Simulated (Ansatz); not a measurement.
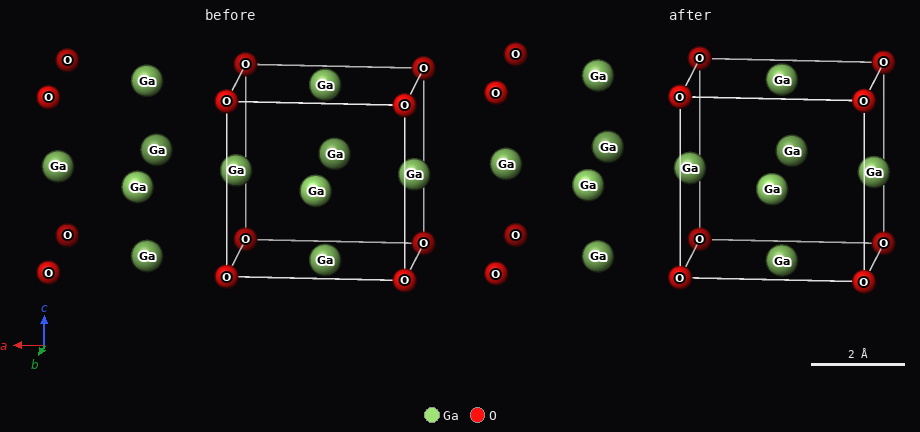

The structure of solid Ga₃O (built on the Cu3Au (L1_2)_221 type) (coarse preliminary run) before (left) and after (right) a relaxation, at one scale.

The picture is a ball-and-stick view of the cell of the calculation, repeated 2 × 1 × 1 with one cell outlined, seen from a free direction.

Case: Cu3Au (L1_2) type (Pm-3m, No. 221).

Computed with DFT PBE, scalar-relativistic, plane waves, PAW in Ansatz.

Input
```yaml
crystal:
  lattice:
    - [3.8909081014, 0.0, 0.0]
    - [0.0, 3.8909081014, 0.0]
    - [0.0, 0.0, 3.8909081014]
  atoms:
    - { symbol: Ga, position: [0.0, 0.5, 0.5] }
    - { symbol: Ga, position: [0.5, 0.0, 0.5] }
    - { symbol: Ga, position: [0.5, 0.5, 0.0] }
    - { symbol: O, position: [0.0, 0.0, 0.0] }
basis:
  ecutwfc: 420
kpoints:
  mp_grid: { grid: [4, 4, 4] }
hamiltonian:
  xc: pbe
scf:
  occupations: { method: gaussian, width: 0.1 }
  lower_state_search: "off"
output:
  forces: true
  stress: true
  eigenvalues: true
relax:
  adjacent_minimum: "off"
  f_tol: 0.04
  max_steps: 70
  cell: { stress_tol: 0.4 }
```

Launched with:
```bash
ansatz run input.yaml --threads 1 --pin off --max-ram 2560MiB --backend cpu --events-out ev --progress --plain --runs-dir out
```

What changed between the two?

Over 1 accepted move (2 points after the start) the energy falls by 0.144 eV per cell of the calculation. All forces vanish by symmetry, so only the cell relaxes. Pressure: 7.34 GPa at the start and 0.37 GPa at the end. At 1 point the geometry stayed and the basis and grid were re-selected for the new cell (energy shift of 14.9 meV per cell of the calculation at most each time). The atoms keep their places relative to the cell (all moves are under 0.005 Å). The volume changes by +10.1 %, with a = b = c 3.891 → 4.018 Å (+3.3 %). The space group stays Pm-3m (No. 221).

Limits of the set-up: the k-point mesh is coarse for a cell with partly filled bands.
